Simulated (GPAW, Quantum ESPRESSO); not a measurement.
Consider BAs (F-43m).

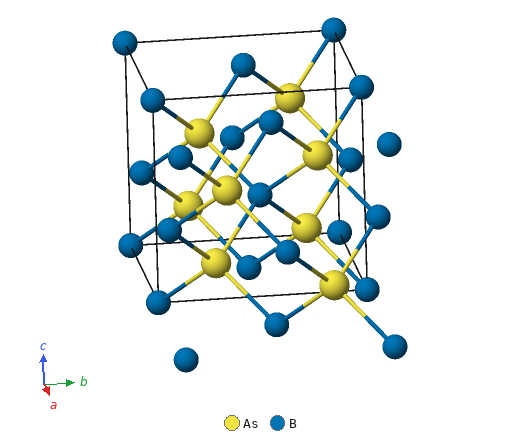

The structure (arsenic yellow, boron blue). Bonds to atoms that aren't drawn are left out. 2×1×1 conventional cells are drawn. Some periodic images of atoms are drawn too.

```cif
data_structure
_symmetry_space_group_name_H-M 'P 1'
_symmetry_Int_Tables_number 1
_cell_length_a 3.3778
_cell_length_b 3.3778
_cell_length_c 3.3778
_cell_angle_alpha 60.000
_cell_angle_beta 60.000
_cell_angle_gamma 60.000
_cell_volume 27.25
loop_
_atom_site_label
_atom_site_type_symbol
_atom_site_fract_x
_atom_site_fract_y
_atom_site_fract_z
_atom_site_occupancy
As1 As 0.75000 0.75000 0.75000 1
B2 B 0.00000 0.00000 0.00000 1
```

Absorber: atom 2, with 4 As at 2.07 Å (tetrahedral, site symmetry -43m). Method: Quantum ESPRESSO XSpectra, PBE, full core hole (charged cell), 12-atom cell with 5.9 Å between holes, 5×4×5 k points, dipole transitions, Lorentzian half width 0.3 eV up to 4 eV, rising linearly to 2.5 eV at 25 eV (counted from xe0, 0.7 eV below the zero used here).

**Question.** Predict the near-edge structure at the B K edge.

Main maxima up to 24 eV above the zero (height): 1.9 eV (2.07), 3.3 eV (1.97), 14.0 eV (0.67) and 22.4 eV (0.65). A K edge sees empty p states on the absorber. The total-energy difference plus the lowest empty eigenvalue puts the zero at 194.81 eV. One term is added: -5.59 eV, since the hole is spin-paired here and a spin-polarised one costs that much less in the free atom (computed apart). The photon energy is then 189.22 eV. The functional and the charged cell's background leave an error of a few eV in such absolute values.

The B K spectrum (energy from the lowest empty level; intensity scaled to a mean of 1 over the first 20 eV; the points at xe0, where the cut of filled states can leave a spike, are interpolated):

```
E (eV)  intensity
  -2.0       0.06
  -0.5       0.21
   1.0       1.77
   2.5       1.72
   4.0       1.70
   5.5       1.30
   7.0       1.13
   8.5       0.95
  10.0       0.96
  11.5       0.68
  13.0       0.64
  14.5       0.66
  16.0       0.54
  17.5       0.48
  19.0       0.53
  20.5       0.61
  22.0       0.65
  23.5       0.64
  25.0       0.62
  26.5       0.60
  28.0       0.58
  29.5       0.56
  31.0       0.53
```

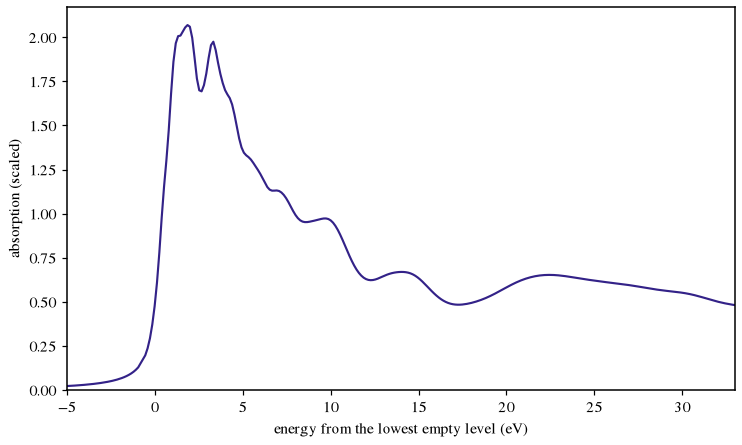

The B K edge.

The holes are only 5.9 Å apart, so the shape is probably not converged with cell size; no larger cell was run here. The structure is a published determination, not relaxed.

[Banner, clock and machine lines of the logs are left out without a mark of their own.]

[Logs are printed without paths, hosts, clocks, repeated set-up lines and the standing remarks that a program may print on its own settings, such as how far it seeks lower states.]

[Hosts, paths, dates, database ids (printed as entryN), source tags and the programs' standing remarks are cut or masked in the printed files.]

[Lists of maxima count a maximum above −3 eV only where it reaches 4 % of the highest in the window and stands out from its surroundings by 2 % of it (1.5 % where it reaches 55 %); shoulders and weaker maxima are passed over, and of the rest the first, up to two pre-edge ones and the few strongest are named.]
